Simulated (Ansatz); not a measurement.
# Run report: Cl, geometry relaxation

- system: Cl (Cmce, 4 atoms in the cell)
- method: DFT PBE+D3(BJ), scalar-relativistic, plane waves, PAW, no spin polarisation (Ansatz 0.2.0)

The structure derives from an entry of the Crystallography Open Database. It belongs to a series of runs on one base structure; here: volume × 0.88, shape and atoms relaxed. Figures and captions count atoms from 1; the log counts them from 0 in places.

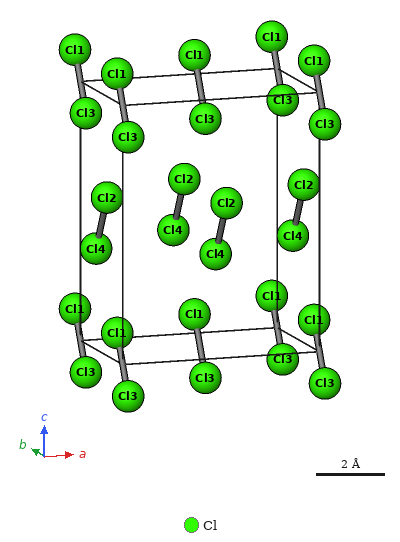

*The input geometry (ball-and-stick view of the cell 2 times as large as that of the calculation, set on its symmetry axes, seen slightly off an axis; atoms are numbered from 1 in the order of the input).*

Near neighbours in the crystal (not all of them lie inside the picture): Cl has 1 Cl at 2.01 Å.

## The input
```yaml
crystal:
  lattice:
    - [3.0981182494, -1.9565292669, 0.0]
    - [3.0981182494, 1.9565292669, 0.0]
    - [0.0, 0.0, 7.8745582236]
  atoms:
    - { symbol: Cl, position: [0.8703892148, 0.1296107852, 0.110396708] }
    - { symbol: Cl, position: [0.6296107852, 0.3703892148, 0.610396708] }
    - { symbol: Cl, position: [0.1296107852, 0.8703892148, 0.889603292] }
    - { symbol: Cl, position: [0.3703892148, 0.6296107852, 0.389603292] }
basis:
  ecutwfc: 420
kpoints:
  mp_grid: { grid: [8, 8, 4] }
hamiltonian:
  xc: pbe
  dispersion: d3bj
scf:
  occupations: { method: gaussian, width: 0.02 }
output:
  forces: true
  stress: true
  eigenvalues: true
relax:
  adjacent_minimum: "off"
  f_tol: 0.01
  max_steps: 30
  cell: { stress_tol: 0.1, fix: [volume] }
```

Machine: 1 thread of Arm Neoverse V2, 24 GiB of memory available, shared host.

Run as:
```bash
ansatz run input.yaml --threads 1 --pin off --max-ram 2560MiB --backend cpu --events-out ev --progress --plain --runs-dir out
```

## What the program printed
```
Engine: ansatz 0.2.0, aarch64-unknown-linux-gnu
Pseudopotentials: kind: paw
Pseudopotential: Cl, paw, valence charge 7, recommended cutoff 420 eV (normal), Cl.paw.azcp
Functional definition: PBE
  parameter kappa = 0.804
  parameter beta = 0.06672455060314922
  exchange = pbe_x(kappa = kappa, mu = beta*pi^2/3)
  correlation = pbe_c(beta = beta)
Crystal: 4 atoms, lattice volume = 95.464 Å³
Basis set: ecut = 420 eV, 1879 PW (Γ), exchange–correlation on 50×50×108 points (8 copies of the dense FFT grid, shifted against one another)
Bands: 18, of which v1, the nominal top of the filled ones, is band 14 counted from 1 (13 counted from 0)
Symmetry: 8 space group operations
Space group: Cmce (ITA 64), of the structure as read, at distance tolerance 4.6e-5 Å
k-points: 63 of 256
Non-local potential: Cl, projectors of the file, l = 0: 2, l = 1: 2, l = 2: 2
PAW form: soft (Blöchl's): semilocal exchange-correlation on the pseudo side does not see the compensation charge
PAW one-centre angular grid: Cl, 110 points (default); XC on 64 Gauss nodes
Initial density: superposition of atomic densities (neutral atoms: chi_scale 0, normalization atom), corrected by the library's trained network
Initial wavefunctions: pseudopotential atomic-orbital guess
Functional: x = pbe(κ = 0.804, μ = 0.2195149727645171), c = pbe(β = 0.06672455060314922)
SCF iter   1: F=—  HF=-4318.496015 eV  |F-HF|=—  |Δ(HF+E_count)|=         —  Δρ=1.70e-3  dr2=1.39e-3  ethr=1.77e-3  ⟨swp⟩=6.8  Hψ=6588  notcnv=0
preconditioner: auto → Resta (q_TF=auto, 2.224 Å⁻¹)  ε∞=4.0  [insulator: Δε(μ)=2.264 eV  Ē_g=11.681 eV  σ=0.020 eV  W_gap=1.00  n_scr=22 (ndim 8)  ℏωp=20.1 eV  f_vac=0.000  D(μ)=0.00/eV (n_scr^D=0)  ε∞_Penn≈4.0]
SCF iter   2: F=—  HF=-4318.496425 eV  |F-HF|=—  |Δ(HF+E_count)|=   4.10e-4  Δρ=9.56e-4  dr2=5.15e-4  ethr=4.97e-6  ⟨swp⟩=2.3  Hψ=2626  notcnv=0
SCF iter   3: F=—  HF=-4318.496502 eV  |F-HF|=—  |Δ(HF+E_count)|=   7.72e-5  Δρ=2.15e-4  dr2=4.77e-5  ethr=1.84e-6  ⟨swp⟩=2.0  Hψ=2248  notcnv=0
SCF iter   4: F=—  HF=-4318.496518 eV  |F-HF|=—  |Δ(HF+E_count)|=   1.60e-5  Δρ=9.57e-5  dr2=7.30e-6  ethr=1.70e-7  ⟨swp⟩=2.3  Hψ=1792  notcnv=0
SCF iter   5: F=—  HF=-4318.496518 eV  |F-HF|=—  |Δ(HF+E_count)|=   1.05e-7  Δρ=1.80e-5  dr2=4.06e-7  ethr=2.61e-8  ⟨swp⟩=2.4  Hψ=2092  notcnv=0
SCF iter   6: F=-4318.496519 eV  HF=-4318.496519 eV  |F-HF|=2.52e-8  |Δ(HF+E_count)|=   2.27e-7  Δρ=8.02e-6  dr2=6.17e-8  ethr=3.57e-10  ⟨swp⟩=5.0  Hψ=4749  notcnv=0
SCF 1 converged in 6 iterations: F = -4318.496519 eV  dr2 = 6.17e-8
  greatest PAW one-centre occupation: 0.916 electrons in one spin orbital (limit 2), on the Cl atom at site 3 (counted from 0), in its partial waves of l = 0
relax step   1: F+E_penalty+E_count = -4318.49651869 eV  Δ(F+E_penalty+E_count) = +0.000e0 eV  max|allowed force component| = 2.887e-1 eV/Å  Δτ_max = 0.0000 Å  P = +2.475 GPa  Ω = 95.464 Å³  fix = [volume]  reactions: volume +2.475 GPa  (6 SCF iters, dr2 threshold 1.00e-7 eV, accepted)
Basis set: ecut = 420 eV, 1875 PW (Γ), exchange–correlation on 50×50×108 points (8 copies of the dense FFT grid, shifted against one another)
Initial density: handed on by an earlier stage of this run
Initial wavefunctions: those handed on with the density
iter 1 solved again at ethr=6.45e-6 eV; its pass at ethr=3.10e-3 eV (dr2=1.80e-3 eV) is discarded
SCF iter   1: F=—  HF=-4318.505434 eV  |F-HF|=—  |Δ(HF+E_count)|=         —  Δρ=1.89e-3  dr2=1.72e-3  ethr=6.45e-6  ⟨swp⟩=2.4  Hψ=7582  notcnv=0
preconditioner: auto → Resta (q_TF=auto, 2.224 Å⁻¹)  ε∞=4.0  [insulator: Δε(μ)=2.173 eV  Ē_g=11.604 eV  σ=0.020 eV  W_gap=1.00  n_scr=22 (ndim 8)  ℏωp=20.1 eV  f_vac=0.000  D(μ)=0.00/eV (n_scr^D=0)  ε∞_Penn≈4.0]
SCF iter   2: F=—  HF=-4318.505026 eV  |F-HF|=—  |Δ(HF+E_count)|=   4.08e-4  Δρ=9.71e-4  dr2=4.57e-4  ethr=6.15e-6  ⟨swp⟩=1.3  Hψ=1314  notcnv=0
SCF iter   3: F=—  HF=-4318.504934 eV  |F-HF|=—  |Δ(HF+E_count)|=   9.13e-5  Δρ=9.95e-5  dr2=6.48e-6  ethr=1.63e-6  ⟨swp⟩=2.4  Hψ=2011  notcnv=0
SCF iter   4: F=—  HF=-4318.504968 eV  |F-HF|=—  |Δ(HF+E_count)|=   3.34e-5  Δρ=2.31e-5  dr2=5.97e-7  ethr=2.32e-8  ⟨swp⟩=2.0  Hψ=1852  notcnv=0
iter 5 did not close the SCF: its close was put off for the readings that it lacked (scf_convergence_deferred on its scf_iter line)
SCF iter   5: F=-4318.504968 eV  HF=-4318.504968 eV  |F-HF|=3.61e-8  |Δ(HF+E_count)|=   1.02e-8  Δρ=5.19e-6  dr2=2.67e-8  ethr=2.13e-9  ⟨swp⟩=2.0  Hψ=1841  notcnv=0
SCF iter   6: F=-4318.504968 eV  HF=-4318.504968 eV  |F-HF|=4.14e-10  |Δ(HF+E_count)|=   4.20e-8  Δρ=1.34e-6  dr2=1.78e-9  ethr=9.53e-11  ⟨swp⟩=1.1  Hψ=3402  notcnv=0
SCF 2 converged in 6 iterations: F = -4318.504968 eV  dr2 = 1.78e-9
relax step   2: F+E_penalty+E_count = -4318.50496763 eV  Δ(F+E_penalty+E_count) = -8.449e-3 eV  max|allowed force component| = 7.715e-2 eV/Å  Δτ_max = 0.0120 Å  P = +1.660 GPa  Ω = 95.464 Å³  energy of the carried Pulay correction = +5.611e-19 eV  fix = [volume]  reactions: volume +1.660 GPa  (6 SCF iters, dr2 threshold 4.00e-7 eV, accepted)
iter 1 solved again at ethr=2.11e-6 eV; its pass at ethr=3.10e-3 eV (dr2=5.91e-4 eV) is discarded
SCF iter   1: F=—  HF=-4318.505920 eV  |F-HF|=—  |Δ(HF+E_count)|=         —  Δρ=1.21e-3  dr2=5.35e-4  ethr=2.11e-6  ⟨swp⟩=2.6  Hψ=6957  notcnv=0
preconditioner: auto → Resta (q_TF=auto, 2.224 Å⁻¹)  ε∞=4.0  [insulator: Δε(μ)=2.150 eV  Ē_g=11.590 eV  σ=0.020 eV  W_gap=1.00  n_scr=22 (ndim 8)  ℏωp=20.1 eV  f_vac=0.000  D(μ)=0.00/eV (n_scr^D=0)  ε∞_Penn≈4.0]
SCF iter   2: F=—  HF=-4318.505807 eV  |F-HF|=—  |Δ(HF+E_count)|=   1.13e-4  Δρ=5.95e-4  dr2=1.21e-4  ethr=1.91e-6  ⟨swp⟩=1.7  Hψ=1634  notcnv=0
SCF iter   3: F=—  HF=-4318.505823 eV  |F-HF|=—  |Δ(HF+E_count)|=   1.60e-5  Δρ=6.64e-5  dr2=2.21e-6  ethr=4.33e-7  ⟨swp⟩=2.0  Hψ=1914  notcnv=0
iter 4 did not close the SCF: its close was put off for the readings that it lacked (scf_convergence_deferred on its scf_iter line)
SCF iter   4: F=-4318.505824 eV  HF=-4318.505824 eV  |F-HF|=9.77e-8  |Δ(HF+E_count)|=   1.06e-6  Δρ=1.16e-5  dr2=7.42e-8  ethr=7.90e-9  ⟨swp⟩=2.0  Hψ=1934  notcnv=0
iter 5 did not close the SCF: its close was put off for the readings that it lacked (scf_convergence_deferred on its scf_iter line)
SCF iter   5: F=-4318.505824 eV  HF=-4318.505824 eV  |F-HF|=3.59e-9  |Δ(HF+E_count)|=   1.04e-7  Δρ=1.67e-6  dr2=2.61e-9  ethr=2.65e-10  ⟨swp⟩=2.1  Hψ=1799  notcnv=0
SCF iter   6: F=-4318.505824 eV  HF=-4318.505824 eV  |F-HF|=2.17e-10  |Δ(HF+E_count)|=   4.01e-9  Δρ=3.73e-7  dr2=1.40e-10  ethr=9.33e-12  ⟨swp⟩=1.2  Hψ=3226  notcnv=0
SCF 3 converged in 6 iterations: F = -4318.505824 eV  dr2 = 1.40e-10
  greatest PAW one-centre occupation: 0.917 electrons in one spin orbital (limit 2), on the Cl atom at site 3 (counted from 0), in its partial waves of l = 0
relax step   3: F+E_penalty+E_count = -4318.50582413 eV  Δ(F+E_penalty+E_count) = -8.565e-4 eV  max|allowed force component| = 5.801e-3 eV/Å  Δτ_max = 0.0076 Å  P = +1.551 GPa  Ω = 95.464 Å³  fix = [volume]  reactions: volume +1.551 GPa  (6 SCF iters, dr2 threshold 3.72e-7 eV, accepted)
Initial wavefunctions: pseudopotential atomic-orbital guess (no wavefunctions were taken with the density)
iter 1 solved again at ethr=3.84e-7 eV; its pass at ethr=3.10e-3 eV (dr2=1.08e-4 eV) is discarded
SCF iter   1: F=—  HF=-4318.505791 eV  |F-HF|=—  |Δ(HF+E_count)|=         —  Δρ=8.90e-6  dr2=2.83e-9  ethr=3.84e-7  ⟨swp⟩=3.0  Hψ=9565  notcnv=0
eigensolver tolerance schedule: the retry pair's looser diagonalisation over-reported the residual by 37942.87 of it (diagonalisation noise at an unbounded share of the residual, at the tolerance the schedule requests for it); recorded, not acted on — ethr = c·dr2/N_el stays at c = 1.0e-1
preconditioner: auto → Resta (q_TF=auto, 2.224 Å⁻¹)  ε∞=4.0  [insulator: Δε(μ)=2.149 eV  Ē_g=11.591 eV  σ=0.020 eV  W_gap=1.00  n_scr=22 (ndim 8)  ℏωp=20.1 eV  f_vac=0.000  D(μ)=0.00/eV (n_scr^D=0)  ε∞_Penn≈4.0]
SCF iter   2: F=—  HF=-4318.505822 eV  |F-HF|=—  |Δ(HF+E_count)|=   3.05e-5  Δρ=4.49e-6  dr2=8.04e-10  ethr=1.01e-11  ⟨swp⟩=3.3  Hψ=2646  notcnv=0
iter 3 did not close the SCF: its close was put off for the readings that it lacked (scf_convergence_deferred on its scf_iter line)
SCF iter   3: F=-4318.505822 eV  HF=-4318.505822 eV  |F-HF|=4.42e-8  |Δ(HF+E_count)|=   4.13e-7  Δρ=1.41e-6  dr2=8.71e-11  ethr=2.87e-12  ⟨swp⟩=2.7  Hψ=2138  notcnv=0
iter 4 did not close the SCF: its close was put off for the readings that it lacked (scf_convergence_deferred on its scf_iter line)
SCF iter   4: F=-4318.505822 eV  HF=-4318.505822 eV  |F-HF|=7.28e-12  |Δ(HF+E_count)|=   4.42e-8  Δρ=7.27e-8  dr2=4.31e-12  ethr=1.00e-12  ⟨swp⟩=2.0  Hψ=1732  notcnv=0
iter 5 did not close the SCF: its close was put off for the readings that it lacked (scf_convergence_deferred on its scf_iter line)
SCF iter   5: F=-4318.505822 eV  HF=-4318.505822 eV  |F-HF|=1.82e-12  |Δ(HF+E_count)|=  5.46e-12  Δρ=2.82e-8  dr2=7.65e-13  ethr=1.00e-12  ⟨swp⟩=1.0  Hψ=1134  notcnv=0
iter 6 did not close the SCF: its close was put off for the readings that it lacked (scf_convergence_deferred on its scf_iter line)
SCF iter   6: F=-4318.505822 eV  HF=-4318.505822 eV  |F-HF|=0.00e0  |Δ(HF+E_count)|=  2.73e-12  Δρ=3.16e-9  dr2=9.92e-15  ethr=1.00e-12  ⟨swp⟩=1.0  Hψ=1134  notcnv=0
SCF iter   7: F=-4318.505822 eV  HF=-4318.505822 eV  |F-HF|=0.00e0  |Δ(HF+E_count)|=  9.09e-13  Δρ=6.47e-10  dr2=3.45e-16  ethr=1.00e-12  ⟨swp⟩=1.0  Hψ=2520  notcnv=0
SCF 4 converged in 7 iterations: F = -4318.505822 eV  dr2 = 3.45e-16
relax step   4: F+E_penalty+E_count = -4318.50582209 eV  Δ(F+E_penalty+E_count) = +2.038e-6 eV  max|allowed force component| = 5.797e-3 eV/Å  Δτ_max = 0.0000 Å  P = +1.551 GPa  Ω = 95.464 Å³  fix = [volume]  reactions: volume +1.551 GPa  stress off target by 3.21e-2 GPa on what of the cell is left free  SCF on the basis re-selected at this cell (its energy is not comparable with the rows above)  (7 SCF iters)
```

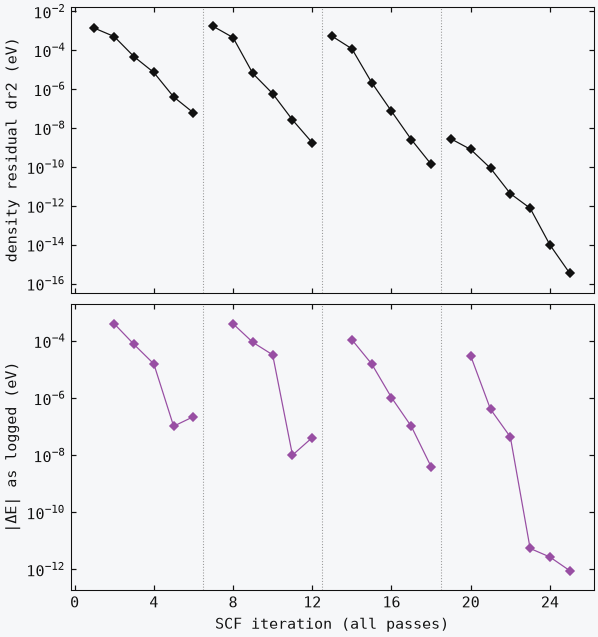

*Convergence of the self-consistent field: density residual dr2 and size of the energy change against the SCF iteration. The dotted lines part the SCF passes of the relaxation: geometry steps, rejected trials and re-solves on a re-selected basis.*

The passes take 6, 6, 6 and 7 iterations.

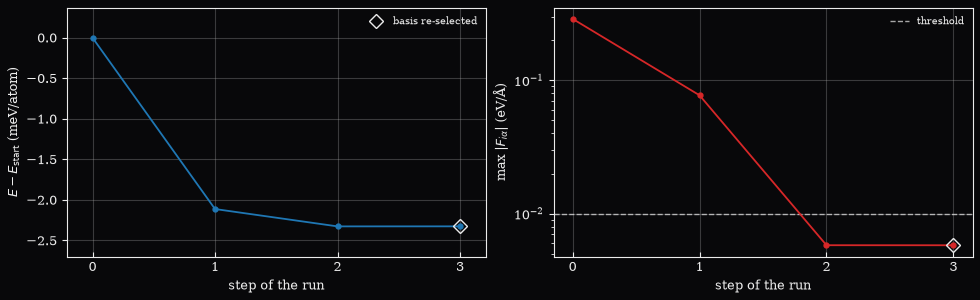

*Progress of the relaxation, step by step (the first geometry is step 0 here and step 1 in the log).*

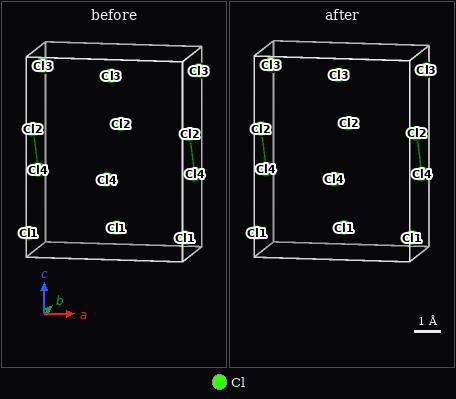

*Before (left) and after (right) the relaxation, at one scale (ball-and-stick view of the cell 2 times as large as that of the calculation, set on its symmetry axes, seen slightly off an axis).*

The largest moves relative to the cell, 0.009 Å, are those of Cl1, Cl2, Cl3 and Cl4. The drawn cell changes at constant volume: a 6.196 → 6.160 Å (−0.6 %), b 3.913 → 3.916 Å (+0.1 %), c 7.875 → 7.915 Å (+0.5 %). Among the contacts that change: Cl1–Cl3 2.013 → 2.036 Å. The space group stays Cmce (No. 64). After 2 geometry steps the energy has fallen by 2.3 meV per atom. The largest force component goes from 0.29 to 0.0058 eV/Å. Pressure: 2.47 GPa at the start and 1.55 GPa at the end. A last SCF at the same geometry on a re-selected plane-wave basis shifts the energy by +0.0 meV per atom. (Atoms are counted from 1 in the order of the input.)

```
basis re-selected at this cell: Δ(F+E_penalty+E_count) = +2.038e-6 eV, ΔP = -0.000 GPa vs the last step (what re-selecting the basis moved, of the pressure what is left beyond the Pulay correction that the steps carried, after the strain that the cell walked since its last selection, with what the two solves' SCF thresholds leave and, on support functions, any second-order correction that the steps lacked; it is no measure of the basis error at this ecutwfc). This SCF's stress stands 3.21e-2 GPa from its target on what of the cell is left free (relax.cell.stress_tol is 1.00e-1 GPa) and its largest allowed force component is 5.80e-3 eV/Å (relax.f_tol is 1.00e-2 eV/Å): within both
SCF converged after 7 iterations
Free energy (F): -4318.505822 eV
Harris-Foulkes:  -4318.505822 eV  (|F-HF|=0.00e0)
Internal energy: -4318.505822 eV  (E = F + TS)
E sigma→0 (E₀):  -4318.505822 eV
Fermi energy:    3.381895 eV
--- Per-component energies (eV) ---
  E_band       = -103.507114
  E_kinetic    = 640.399454
  E_local      = -949.773878  (includes V_loc(G=0)·N_el)
  E_nonlocal   = 114.858060
  E_hartree    = 280.587584
  E_xc         = -425.722630
  E_vxc        = -484.349644  (∫ρ·V_xc dr)
  E_paw        = -2635.563942  (= ΣΔE_a)
  E_vpaw       = 14.183356  (= ΣTr[D̂ρ^β])
  E_aug_tail   = 0.000369  (compensation charges beyond the density's cutoff)
  E_ewald      = -1342.527761
  E_disp       = -0.763079  (pairwise vdW)
  E_smearing   = -0.000000  (= −TS)
  E_closure    = 0.000000  (closes the sum)
  Σ components = -4318.505822   (vs F -4318.505822, Δ=0.00e0)
--- Forces (eV/Å), atoms counted from 1 ---
  atom   1  Cl    -0.00000000     0.00540368     0.00579659
  atom   2  Cl    -0.00000000    -0.00540368     0.00579659
  atom   3  Cl     0.00000000    -0.00540368    -0.00579659
  atom   4  Cl    -0.00000000     0.00540368    -0.00579659
  max |Σ_I F_I| component: 0.00e0 eV/Å
--- Stress (GPa, compression-positive) ---
        1.578808       0.000000      -0.000000
        0.000000       1.519060       0.000000
       -0.000000       0.000000       1.555740
  P = ⅓ Tr σ = 1.5512 GPa (15.512 kbar)
--- Band table (eV; the first three rows and the last of 63) ---
  k-point 0: bands = ["-14.6780", "-14.1829", "-11.0804", "-9.7902", "-3.6618", "-1.9391", "-0.2596", "-0.1160", "0.1285", "0.2951", "1.1485", "1.8005", "2.1423", "2.3072", "4.4566", "5.3708", "9.5551", "9.5572"]
  k-point 1: bands = ["-14.6180", "-14.2719", "-10.8919", "-9.9878", "-3.4289", "-2.2508", "-0.1537", "0.0568", "0.1511", "0.2687", "1.1002", "1.6345", "2.1687", "2.2851", "4.5452", "5.1873", "9.7029", "9.7462"]
  k-point 2: bands = ["-14.4588", "-14.4588", "-10.4445", "-10.4445", "-2.8678", "-2.8678", "0.0704", "0.0704", "0.2080", "0.2080", "1.2687", "1.2687", "2.2290", "2.2290", "4.8215", "4.8215", "9.8954", "9.8954"]
  k-point 62: bands = ["-14.1374", "-14.1374", "-10.2372", "-10.2372", "-2.8235", "-2.8235", "-1.8804", "-1.8804", "-0.3175", "-0.3175", "1.1243", "1.1243", "1.3044", "1.3044", "4.6927", "4.6927", "11.1562", "11.1562"]
--- Relaxed structure (3 steps of the walk, 3 accepted, 1 SCFs on fresh bases) ---
  F+E_penalty+E_count = -4318.50582209 eV   max|allowed force component| = 5.797e-3 eV/Å   (the final SCF, on the basis selected at the relaxed cell)
  cell:  # Å, volume = 95.4642 Å³
    - [3.080081042018969, -1.9579508911862096, 1.0342180580767731e-33]
    - [3.080081042018969, 1.9579508911862096, 3.0129694428244794e-33]
    - [5.1434146556292985e-33, 3.981998443067844e-33, 7.914921260134626]
  atoms:
    - { symbol: Cl, position: [0.8683342997732888, 0.1316657002267112, 0.11093323189276161] }
    - { symbol: Cl, position: [0.6316657002267112, 0.36833429977328874, 0.6109332318927616] }
    - { symbol: Cl, position: [0.1316657002267112, 0.8683342997732888, 0.8890667681072382] }
    - { symbol: Cl, position: [0.36833429977328874, 0.6316657002267112, 0.3890667681072382] }
```

## Trajectory as extended XYZ (Å, eV, eV/Å), 4 frames, from step=1 to step=4
```
4
Lattice="3.0981 -1.9565 0.0000 3.0981 1.9565 0.0000 0.0000 0.0000 7.8746" Properties=species:S:1:pos:R:3:forces:R:3 step=1 energy=-4318.49652 pressure_GPa=2.47
Cl    3.0981   -1.4494    0.8693    0.0000   0.1964   0.2887
Cl    3.0981   -0.5072    4.8066    0.0000  -0.1964   0.2887
Cl    3.0981    1.4494    7.0052    0.0000  -0.1964  -0.2887
Cl    3.0981    0.5072    3.0680    0.0000   0.1964  -0.2887
4
Lattice="3.0785 -1.9542 0.0000 3.0785 1.9542 0.0000 0.0000 0.0000 7.9344" Properties=species:S:1:pos:R:3:forces:R:3 step=2 energy=-4318.50497 pressure_GPa=1.66
Cl    3.0785   -1.4358    0.8735    0.0000   0.0159   0.0771
Cl    3.0785   -0.5183    4.8407    0.0000  -0.0159   0.0771
Cl    3.0785    1.4358    7.0608    0.0000  -0.0159  -0.0771
Cl    3.0785    0.5183    3.0936    0.0000   0.0159  -0.0771
4
Lattice="3.0801 -1.9580 0.0000 3.0801 1.9580 0.0000 0.0000 0.0000 7.9149" Properties=species:S:1:pos:R:3:forces:R:3 step=3 energy=-4318.50582 pressure_GPa=1.55
Cl    3.0801   -1.4424    0.8780    0.0000   0.0054   0.0058
Cl    3.0801   -0.5156    4.8355    0.0000  -0.0054   0.0058
Cl    3.0801    1.4424    7.0369    0.0000  -0.0054  -0.0058
Cl    3.0801    0.5156    3.0794    0.0000   0.0054  -0.0058
4
Lattice="3.0801 -1.9580 0.0000 3.0801 1.9580 0.0000 0.0000 0.0000 7.9149" Properties=species:S:1:pos:R:3:forces:R:3 step=4 energy=-4318.50582 pressure_GPa=1.55
Cl    3.0801   -1.4424    0.8780    0.0000   0.0054   0.0058
Cl    3.0801   -0.5156    4.8355    0.0000  -0.0054   0.0058
Cl    3.0801    1.4424    7.0369    0.0000  -0.0054  -0.0058
Cl    3.0801    0.5156    3.0794    0.0000   0.0054  -0.0058
```

## Key numbers

- outcome: converged
- space group (tolerance 0.01 Å): Cmce (64)
- electrons treated: 28
- free energy: −4318.5058 eV
- Fermi energy: 3.382 eV
- gap on the k-point mesh: 2.15 eV
- pressure: 1.55 GPa
- final volume: 95.46 Å³
- largest force (length of the vector) at the end: 0.008 eV/Å
- final cell: a = 3.650 Å, b = 3.650 Å, c = 7.915 Å, α = 90.00°, β = 90.00°, γ = 64.89°
- wall time: 18 s
- peak memory: 0.38 GiB
